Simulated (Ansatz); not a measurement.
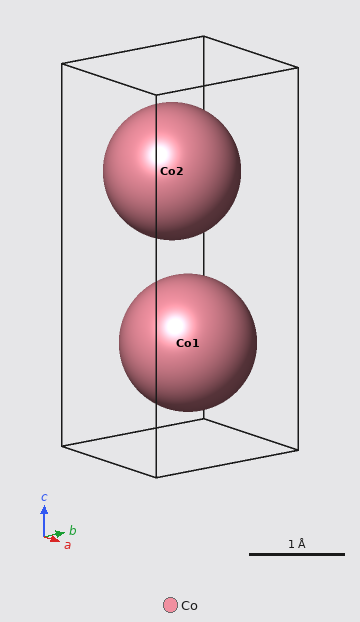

*The starting structure (spheres-only view of the cell of the calculation, seen slightly off an axis; atoms are numbered from 1 in the order of the input).*

# Co: geometry relaxation (part 1 of 2)

Co (2 atoms in the cell), computed with DFT PBE, scalar-relativistic, plane waves, PAW, spin-polarised (Ansatz 0.2.0).

The structure derives from an entry of the Crystallography Open Database. Figures and captions count atoms from 1; the log counts them from 0 in places.

Log
```
Engine: ansatz 0.2.0, aarch64-unknown-linux-gnu
Pseudopotentials: kind: paw
Pseudopotential: Co, paw, valence charge 17, recommended cutoff 420 eV (normal), Co.paw.azcp
Functional definition: PBE
  parameter kappa = 0.804
  parameter beta = 0.06672455060314922
  exchange = pbe_x(kappa = kappa, mu = beta*pi^2/3)
  correlation = pbe_c(beta = beta)
Crystal: 2 atoms, lattice volume = 22.160 Å³
Basis set: ecut = 420 eV, 415 PW (Γ), exchange–correlation on 36×36×60 points (8 copies of the dense FFT grid, shifted against one another)
Bands: 23, of which v1, the nominal top of the filled ones, is band 17 counted from 1 (16 counted from 0)
Symmetry: 24 space group operations
Space group: P63/mmc (ITA 194), of the structure as read, at distance tolerance 2.8e-5 Å
Magnetic group: BNS 194.263 (UNI 1493), of the structure as read, at distance tolerance 2.8e-5 Å
k-points: 222 of 3240
Non-local potential: Co, projectors of the file, l = 0: 3, l = 1: 2, l = 2: 3, l = 3: 1
PAW form: soft (Blöchl's): semilocal exchange-correlation on the pseudo side does not see the compensation charge
PAW one-centre angular grid: Co, 590 points (default); XC on 64 Gauss nodes
Initial density: superposition of atomic densities (chi_scale 0.1, normalization cell)
Starting moments: Σ|m| = 3.86 μB on 2 of 2 sites
Initial wavefunctions: pseudopotential atomic-orbital guess
Functional: x = pbe(κ = 0.804, μ = 0.2195149727645171), c = pbe(β = 0.06672455060314922)
SCF iter   1: F=—  HF=-10251.688243 eV  |F-HF|=—  |Δ(HF+E_count)|=         —  Δρ=9.15e-2 (↑3.96e-2 ↓9.15e-2)  dr2=2.18e0  dr2_m=1.51e-1  M=3.549 μB ∫|m|=3.707 μB  β_m=0.30  ethr=3.10e-3  ⟨swp⟩=4.9  Hψ=37400  notcnv=0
Mixer restart at iter 1: flushing history
preconditioner: auto → none  [metal: Δε(μ)=0.004 eV  Ē_g=8.991 eV  σ=0.100 eV  W_gap=0.02  n_scr=8 (ndim 8)  ℏωp=33.5 eV  f_vac=0.000  D(μ)=1.83/eV (n_scr^D=22)  sad-step TF]
SCF iter   2: F=—  HF=-10251.029336 eV  |F-HF|=—  |Δ(HF+E_count)|=   6.59e-1  Δρ=3.66e-2 (↑1.40e-2 ↓3.66e-2)  dr2=1.47e-1  dr2_m=1.13e-1  M=3.535 μB ∫|m|=3.741 μB  β_m=0.36  ethr=3.10e-3  ⟨swp⟩=2.6  Hψ=18533  notcnv=0  defer=599
SCF iter   3: F=—  HF=-10251.582817 eV  |F-HF|=—  |Δ(HF+E_count)|=         —  Δρ=1.53e-2 (↑1.53e-2 ↓6.95e-3)  dr2=1.41e-2  dr2_m=1.88e-2  M=3.423 μB ∫|m|=3.674 μB  β_m=0.36  ethr=4.33e-4  ⟨swp⟩=2.1  Hψ=13159  notcnv=0  defer=600
Mixer restart at iter 3: flushing history
SCF iter   4: F=—  HF=-10251.916508 eV  |F-HF|=—  |Δ(HF+E_count)|=   3.34e-1  Δρ=7.93e-3 (↑7.93e-3 ↓6.22e-3)  dr2=9.24e-3  dr2_m=5.68e-3  M=3.353 μB ∫|m|=3.631 μB  β_m=0.55  ethr=4.14e-5  ⟨swp⟩=2.5  Hψ=19206  notcnv=0  defer=600
SCF iter   5: F=—  HF=-10252.223569 eV  |F-HF|=—  |Δ(HF+E_count)|=   3.07e-1  Δρ=6.91e-3 (↑3.47e-3 ↓6.91e-3)  dr2=8.85e-3  dr2_m=3.32e-3  M=3.273 μB ∫|m|=3.591 μB  β_m=0.30  ethr=2.72e-5  ⟨swp⟩=2.0  Hψ=20071  notcnv=0  defer=598
SCF iter   6: F=—  HF=-10252.270329 eV  |F-HF|=—  |Δ(HF+E_count)|=   4.68e-2  Δρ=5.45e-3 (↑5.45e-3 ↓3.32e-3)  dr2=6.61e-3  dr2_m=1.21e-3  M=3.259 μB ∫|m|=3.585 μB  β_m=0.45  ethr=2.60e-5  ⟨swp⟩=2.2  Hψ=19687  notcnv=0  defer=559
SCF iter   7: F=—  HF=-10252.300273 eV  |F-HF|=—  |Δ(HF+E_count)|=   2.99e-2  Δρ=1.34e-3 (↑8.32e-4 ↓1.34e-3)  dr2=1.02e-4  dr2_m=2.22e-4  M=3.228 μB ∫|m|=3.572 μB  β_m=0.40  ethr=1.94e-5  ⟨swp⟩=1.4  Hψ=13710  notcnv=0  defer=558
SCF iter   8: F=—  HF=-10252.302384 eV  |F-HF|=—  |Δ(HF+E_count)|=   2.11e-3  Δρ=4.62e-4 (↑3.60e-4 ↓4.62e-4)  dr2=5.81e-6  dr2_m=3.31e-5  M=3.222 μB ∫|m|=3.570 μB  β_m=0.70  ethr=2.99e-7  ⟨swp⟩=2.0  Hψ=17861  notcnv=0  defer=558
SCF iter   9: F=—  HF=-10252.302558 eV  |F-HF|=—  |Δ(HF+E_count)|=   1.74e-4  Δρ=2.91e-4 (↑8.01e-5 ↓2.91e-4)  dr2=1.41e-5  dr2_m=3.99e-6  M=3.220 μB ∫|m|=3.570 μB  β_m=0.74  ethr=1.71e-8  ⟨swp⟩=2.1  Hψ=15319  notcnv=0  defer=558
SCF iter  10: F=—  HF=-10252.302571 eV  |F-HF|=—  |Δ(HF+E_count)|=   1.28e-5  Δρ=3.98e-5 (↑8.66e-6 ↓3.98e-5)  dr2=1.85e-7  dr2_m=9.64e-8  M=3.220 μB ∫|m|=3.570 μB  β_m=0.85  ethr=1.71e-8  ⟨swp⟩=2.5  Hψ=18117  notcnv=0  defer=558
SCF iter  11: F=—  HF=-10252.302571 eV  |F-HF|=—  |Δ(HF+E_count)|=   1.02e-7  Δρ=5.18e-6 (↑1.59e-6 ↓5.18e-6)  dr2=1.52e-9  dr2_m=2.16e-9  M=3.220 μB ∫|m|=3.570 μB  β_m=0.93  ethr=5.45e-10  ⟨swp⟩=2.0  Hψ=14170  notcnv=0  defer=558
SCF iter  12: F=-10252.302571 eV  HF=-10252.302571 eV  |F-HF|=3.64e-12  |Δ(HF+E_count)|=  9.46e-11  Δρ=5.11e-7 (↑3.53e-7 ↓5.11e-7)  dr2=1.52e-11  dr2_m=3.41e-11  M=3.220 μB ∫|m|=3.570 μB  ethr=4.48e-12  ⟨swp⟩=7.0  Hψ=55530  notcnv=0
SCF 1 converged in 12 iterations: F = -10252.302571 eV  dr2 = 1.52e-11
  greatest PAW one-centre occupation: 1.001 electrons in one spin orbital (limit 2), on the Co atom at site 1 (counted from 0), in its partial waves of l = 1
relax step   1: F+E_penalty+E_count = -10252.30257088 eV  Δ(F+E_penalty+E_count) = +0.000e0 eV  max|allowed force component| = 9.252e-18 eV/Å  Δτ_max = 0.0000 Å  P = -4.399 GPa  Ω = 22.160 Å³  (12 SCF iters, dr2 threshold 1.00e-7 eV, accepted)
Crystal: 2 atoms, lattice volume = 21.898 Å³
Basis set: ecut = 420 eV, 403 PW (Γ), exchange–correlation on 36×36×60 points (8 copies of the dense FFT grid, shifted against one another)
Initial density: handed on by an earlier stage of this run
Starting moments: Σ|m| = 3.86 μB on 2 of 2 sites; this step starts from the density that it was given
Initial wavefunctions: those handed on with the density
iter 1 solved again at ethr=7.70e-6 eV; its pass at ethr=3.10e-3 eV (dr2=2.62e-3 eV) is discarded
SCF iter   1: F=—  HF=-10252.308554 eV  |F-HF|=—  |Δ(HF+E_count)|=         —  Δρ=2.71e-3 (↑2.71e-3 ↓1.74e-3)  dr2=2.62e-3  dr2_m=7.48e-5  M=3.214 μB ∫|m|=3.555 μB  β_m=0.65  ethr=7.70e-6  ⟨swp⟩=1.1  Hψ=48903  notcnv=0
preconditioner: auto → none  [metal: Δε(μ)=0.009 eV  Ē_g=9.422 eV  σ=0.100 eV  W_gap=0.05  n_scr=2 (ndim 8)  ℏωp=33.7 eV  f_vac=0.000  D(μ)=1.65/eV (n_scr^D=22)]
SCF iter   2: F=—  HF=-10252.308442 eV  |F-HF|=—  |Δ(HF+E_count)|=   1.12e-4  Δρ=3.24e-3 (↑3.24e-3 ↓2.86e-3)  dr2=3.90e-3  dr2_m=9.53e-6  M=3.215 μB ∫|m|=3.558 μB  β_m=0.24  ethr=7.69e-6  ⟨swp⟩=2.0  Hψ=19123  notcnv=0
SCF iter   3: F=—  HF=-10252.307534 eV  |F-HF|=—  |Δ(HF+E_count)|=   9.08e-4  Δρ=8.71e-4 (↑6.80e-4 ↓8.71e-4)  dr2=1.85e-4  dr2_m=9.46e-6  M=3.213 μB ∫|m|=3.556 μB  β_m=0.63  ethr=7.69e-6  ⟨swp⟩=2.0  Hψ=14124  notcnv=0
SCF iter   4: F=—  HF=-10252.307973 eV  |F-HF|=—  |Δ(HF+E_count)|=   4.39e-4  Δρ=3.90e-4 (↑1.08e-4 ↓3.90e-4)  dr2=2.92e-5  dr2_m=6.10e-6  M=3.210 μB ∫|m|=3.554 μB  β_m=0.82  ethr=5.44e-7  ⟨swp⟩=2.0  Hψ=17832  notcnv=0
SCF iter   5: F=—  HF=-10252.308121 eV  |F-HF|=—  |Δ(HF+E_count)|=   1.48e-4  Δρ=2.14e-4 (↑1.25e-4 ↓2.14e-4)  dr2=1.17e-5  dr2_m=4.74e-7  M=3.209 μB ∫|m|=3.552 μB  β_m=0.79  ethr=8.58e-8  ⟨swp⟩=2.2  Hψ=15003  notcnv=0
SCF iter   6: F=—  HF=-10252.308134 eV  |F-HF|=—  |Δ(HF+E_count)|=   1.33e-5  Δρ=4.72e-5 (↑1.77e-5 ↓4.72e-5)  dr2=1.68e-7  dr2_m=6.40e-8  M=3.208 μB ∫|m|=3.551 μB  β_m=0.90  ethr=3.44e-8  ⟨swp⟩=2.0  Hψ=17718  notcnv=0
SCF iter   7: F=-10252.308134 eV  HF=-10252.308135 eV  |F-HF|=9.01e-8  |Δ(HF+E_count)|=   1.73e-7  Δρ=1.64e-5 (↑1.64e-5 ↓1.51e-5)  dr2=1.22e-7  dr2_m=1.78e-9  M=3.208 μB ∫|m|=3.551 μB  ethr=4.95e-10  ⟨swp⟩=5.4  Hψ=60852  notcnv=0
SCF 2 converged in 7 iterations: F = -10252.308134 eV  dr2 = 1.22e-7
relax step   2: F+E_penalty+E_count = -10252.30813447 eV  Δ(F+E_penalty+E_count) = -5.564e-3 eV  max|allowed force component| = 3.701e-17 eV/Å  Δτ_max = 0.0000 Å  P = -1.973 GPa  Ω = 21.898 Å³  energy of the carried Pulay correction = +2.926e-4 eV  (7 SCF iters, dr2 threshold 2.00e-7 eV, accepted)
Crystal: 2 atoms, lattice volume = 21.689 Å³
iter 1 solved again at ethr=4.31e-6 eV; its pass at ethr=3.10e-3 eV (dr2=1.47e-3 eV) is discarded
SCF iter   1: F=—  HF=-10252.309921 eV  |F-HF|=—  |Δ(HF+E_count)|=         —  Δρ=2.26e-3 (↑2.26e-3 ↓1.42e-3)  dr2=1.77e-3  dr2_m=5.62e-5  M=3.202 μB ∫|m|=3.539 μB  β_m=0.65  ethr=4.31e-6  ⟨swp⟩=2.4  Hψ=48468  notcnv=0
preconditioner: auto → none  [metal: Δε(μ)=0.006 eV  Ē_g=9.497 eV  σ=0.100 eV  W_gap=0.03  n_scr=2 (ndim 8)  ℏωp=33.8 eV  f_vac=0.000  D(μ)=1.62/eV (n_scr^D=22)]
SCF iter   2: F=—  HF=-10252.309866 eV  |F-HF|=—  |Δ(HF+E_count)|=   5.49e-5  Δρ=2.68e-3 (↑2.68e-3 ↓2.39e-3)  dr2=2.66e-3  dr2_m=6.14e-6  M=3.203 μB ∫|m|=3.541 μB  β_m=0.24  ethr=4.31e-6  ⟨swp⟩=2.0  Hψ=18635  notcnv=0
SCF iter   3: F=—  HF=-10252.309250 eV  |F-HF|=—  |Δ(HF+E_count)|=   6.16e-4  Δρ=7.57e-4 (↑5.70e-4 ↓7.57e-4)  dr2=1.36e-4  dr2_m=7.66e-6  M=3.202 μB ∫|m|=3.540 μB  β_m=0.65  ethr=4.31e-6  ⟨swp⟩=2.2  Hψ=14843  notcnv=0
SCF iter   4: F=—  HF=-10252.309561 eV  |F-HF|=—  |Δ(HF+E_count)|=   3.11e-4  Δρ=2.97e-4 (↑7.94e-5 ↓2.97e-4)  dr2=1.55e-5  dr2_m=3.81e-6  M=3.200 μB ∫|m|=3.538 μB  β_m=0.82  ethr=4.00e-7  ⟨swp⟩=2.0  Hψ=17829  notcnv=0
SCF iter   5: F=—  HF=-10252.309643 eV  |F-HF|=—  |Δ(HF+E_count)|=   8.16e-5  Δρ=1.90e-4 (↑1.13e-4 ↓1.90e-4)  dr2=1.04e-5  dr2_m=3.52e-7  M=3.199 μB ∫|m|=3.537 μB  β_m=0.82  ethr=4.55e-8  ⟨swp⟩=2.0  Hψ=14131  notcnv=0
SCF iter   6: F=—  HF=-10252.309656 eV  |F-HF|=—  |Δ(HF+E_count)|=   1.36e-5  Δρ=4.93e-5 (↑2.40e-5 ↓4.93e-5)  dr2=4.08e-7  dr2_m=4.44e-8  M=3.198 μB ∫|m|=3.537 μB  β_m=0.91  ethr=3.06e-8  ⟨swp⟩=2.4  Hψ=17998  notcnv=0
SCF iter   7: F=—  HF=-10252.309657 eV  |F-HF|=—  |Δ(HF+E_count)|=   4.48e-7  Δρ=1.03e-5 (↑1.03e-5 ↓7.17e-6)  dr2=3.48e-8  dr2_m=1.74e-9  M=3.198 μB ∫|m|=3.536 μB  β_m=0.96  ethr=1.20e-9  ⟨swp⟩=2.0  Hψ=17838  notcnv=0
SCF iter   8: F=-10252.309657 eV  HF=-10252.309657 eV  |F-HF|=1.75e-8  |Δ(HF+E_count)|=   9.92e-9  Δρ=7.50e-6 (↑5.66e-6 ↓7.50e-6)  dr2=2.20e-8  dr2_m=2.40e-10  M=3.198 μB ∫|m|=3.536 μB  ethr=1.02e-10  ⟨swp⟩=5.0  Hψ=51875  notcnv=0
SCF 3 converged in 8 iterations: F = -10252.309657 eV  dr2 = 2.20e-8
relax step   3: F+E_penalty+E_count = -10252.30965654 eV  Δ(F+E_penalty+E_count) = -1.522e-3 eV  max|allowed force component| = 4.395e-17 eV/Å  Δτ_max = 0.0000 Å  P = +0.092 GPa  Ω = 21.689 Å³  energy of the carried Pulay correction = +5.295e-4 eV  (8 SCF iters, dr2 threshold 2.00e-7 eV, accepted)
Crystal: 2 atoms, lattice volume = 21.698 Å³
iter 1 solved again at ethr=7.08e-9 eV; its pass at ethr=3.10e-3 eV (dr2=2.41e-6 eV) is discarded
SCF iter   1: F=—  HF=-10252.309650 eV  |F-HF|=—  |Δ(HF+E_count)|=         —  Δρ=8.52e-5 (↑8.52e-5 ↓6.41e-5)  dr2=2.94e-6  dr2_m=5.46e-8  M=3.198 μB ∫|m|=3.537 μB  β_m=0.65  ethr=7.08e-9  ⟨swp⟩=2.1  Hψ=47763  notcnv=0
preconditioner: auto → none  [metal: Δε(μ)=0.008 eV  Ē_g=9.504 eV  σ=0.100 eV  W_gap=0.05  n_scr=2 (ndim 8)  ℏωp=33.8 eV  f_vac=0.000  D(μ)=1.62/eV (n_scr^D=22)]
SCF iter   2: F=—  HF=-10252.309650 eV  |F-HF|=—  |Δ(HF+E_count)|=   4.13e-8  Δρ=1.13e-4 (↑1.13e-4 ↓9.61e-5)  dr2=4.55e-6  dr2_m=1.83e-8  M=3.198 μB ∫|m|=3.537 μB  β_m=0.30  ethr=7.08e-9  ⟨swp⟩=2.0  Hψ=17873  notcnv=0
SCF iter   3: F=—  HF=-10252.309649 eV  |F-HF|=—  |Δ(HF+E_count)|=   1.01e-6  Δρ=1.42e-5 (↑1.10e-5 ↓1.42e-5)  dr2=2.34e-8  dr2_m=1.12e-8  M=3.198 μB ∫|m|=3.537 μB  β_m=0.55  ethr=7.08e-9  ⟨swp⟩=3.0  Hψ=18116  notcnv=0
SCF iter   4: F=—  HF=-10252.309649 eV  |F-HF|=—  |Δ(HF+E_count)|=   4.99e-7  Δρ=1.26e-5 (↑4.88e-6 ↓1.26e-5)  dr2=3.33e-8  dr2_m=4.55e-9  M=3.198 μB ∫|m|=3.537 μB  β_m=0.77  ethr=6.88e-11  ⟨swp⟩=2.0  Hψ=17892  notcnv=0
SCF iter   5: F=—  HF=-10252.309650 eV  |F-HF|=—  |Δ(HF+E_count)|=   2.41e-7  Δρ=7.85e-6 (↑3.25e-6 ↓7.85e-6)  dr2=1.46e-8  dr2_m=1.15e-9  M=3.198 μB ∫|m|=3.537 μB  β_m=0.72  ethr=6.88e-11  ⟨swp⟩=2.0  Hψ=17843  notcnv=0
SCF iter   6: F=-10252.309650 eV  HF=-10252.309650 eV  |F-HF|=4.73e-9  |Δ(HF+E_count)|=   2.31e-8  Δρ=5.53e-6 (↑1.63e-6 ↓5.53e-6)  dr2=5.70e-9  dr2_m=8.41e-10  M=3.198 μB ∫|m|=3.537 μB  ethr=4.28e-11  ⟨swp⟩=4.9  Hψ=53797  notcnv=0
SCF 4 converged in 6 iterations: F = -10252.309650 eV  dr2 = 5.70e-9
relax step   4: F+E_penalty+E_count = -10252.30964973 eV  Δ(F+E_penalty+E_count) = +6.811e-6 eV  max|allowed force component| = 3.701e-17 eV/Å  Δτ_max = 0.0000 Å  P = +0.002 GPa  Ω = 21.698 Å³  energy of the carried Pulay correction = +5.195e-4 eV  (6 SCF iters, dr2 threshold 3.30e-8 eV, accepted)
Basis set: ecut = 420 eV, 403 PW (Γ), exchange–correlation on 36×36×54 points (8 copies of the dense FFT grid, shifted against one another)
Initial wavefunctions: pseudopotential atomic-orbital guess (no wavefunctions were taken with the density)
iter 1 solved again at ethr=7.92e-9 eV; its pass at ethr=3.10e-3 eV (dr2=2.69e-6 eV) is discarded
SCF iter   1: F=—  HF=-10252.309177 eV  |F-HF|=—  |Δ(HF+E_count)|=         —  Δρ=1.01e-4 (↑8.49e-5 ↓1.01e-4)  dr2=1.70e-6  dr2_m=3.71e-8  M=3.198 μB ∫|m|=3.537 μB  β_m=0.65  ethr=7.92e-9  ⟨swp⟩=3.4  Hψ=69454  notcnv=0
SCF iter   2: F=—  HF=-10252.309177 eV  |F-HF|=—  |Δ(HF+E_count)|=   1.84e-7  Δρ=3.62e-5 (↑3.62e-5 ↓2.73e-5)  dr2=4.92e-7  dr2_m=1.68e-8  M=3.198 μB ∫|m|=3.537 μB  β_m=0.49  ethr=5.00e-9  ⟨swp⟩=2.2  Hψ=16675  notcnv=0
SCF iter   3: F=—  HF=-10252.309177 eV  |F-HF|=—  |Δ(HF+E_count)|=   1.25e-7  Δρ=3.27e-5 (↑3.27e-5 ↓2.97e-5)  dr2=2.78e-7  dr2_m=2.92e-9  M=3.198 μB ∫|m|=3.537 μB  β_m=0.45  ethr=1.45e-9  ⟨swp⟩=2.0  Hψ=17580  notcnv=0
SCF iter   4: F=—  HF=-10252.309177 eV  |F-HF|=—  |Δ(HF+E_count)|=   3.44e-8  Δρ=4.50e-6 (↑2.39e-6 ↓4.50e-6)  dr2=7.57e-9  dr2_m=4.42e-10  M=3.198 μB ∫|m|=3.537 μB  β_m=0.73  ethr=8.18e-10  ⟨swp⟩=2.4  Hψ=15877  notcnv=0
SCF iter   5: F=—  HF=-10252.309177 eV  |F-HF|=—  |Δ(HF+E_count)|=   7.11e-8  Δρ=3.03e-6 (↑6.57e-7 ↓3.03e-6)  dr2=1.69e-9  dr2_m=3.56e-10  M=3.198 μB ∫|m|=3.537 μB  β_m=0.86  ethr=2.23e-11  ⟨swp⟩=2.1  Hψ=15953  notcnv=0
SCF iter   6: F=—  HF=-10252.309177 eV  |F-HF|=—  |Δ(HF+E_count)|=   6.94e-9  Δρ=1.29e-6 (↑1.29e-6 ↓6.26e-7)  dr2=3.62e-10  dr2_m=2.23e-11  M=3.198 μB ∫|m|=3.537 μB  β_m=0.93  ethr=4.96e-12  ⟨swp⟩=2.0  Hψ=17890  notcnv=0
SCF iter   7: F=—  HF=-10252.309177 eV  |F-HF|=—  |Δ(HF+E_count)|=  3.09e-11  Δρ=3.77e-7 (↑3.77e-7 ↓2.46e-7)  dr2=4.70e-11  dr2_m=9.23e-13  M=3.198 μB ∫|m|=3.537 μB  β_m=0.91  ethr=1.07e-12  ⟨swp⟩=2.2  Hψ=14788  notcnv=0
SCF iter   8: F=—  HF=-10252.309177 eV  |F-HF|=—  |Δ(HF+E_count)|=  2.18e-11  Δρ=6.48e-8 (↑6.48e-8 ↓5.23e-8)  dr2=1.84e-12  dr2_m=1.62e-14  M=3.198 μB ∫|m|=3.537 μB  β_m=0.96  ethr=1.00e-12  ⟨swp⟩=1.0  Hψ=10222  notcnv=0
SCF iter   9: F=-10252.309177 eV  HF=-10252.309177 eV  |F-HF|=1.82e-12  |Δ(HF+E_count)|=  1.82e-12  Δρ=8.45e-9 (↑4.82e-9 ↓8.45e-9)  dr2=9.33e-15  dr2_m=9.66e-16  M=3.198 μB ∫|m|=3.537 μB  ethr=1.00e-12  ⟨swp⟩=3.6  Hψ=37346  notcnv=0
SCF 5 converged in 9 iterations: F = -10252.309177 eV  dr2 = 9.33e-15
relax step   5: F+E_penalty+E_count = -10252.30917670 eV  Δ(F+E_penalty+E_count) = +4.730e-4 eV  max|allowed force component| = 3.701e-17 eV/Å  Δτ_max = 0.0000 Å  P = -0.021 GPa  Ω = 21.698 Å³  stress off target by 3.82e-2 GPa  SCF on the basis re-selected at this cell (its energy is not comparable with the rows above)  (9 SCF iters)
```
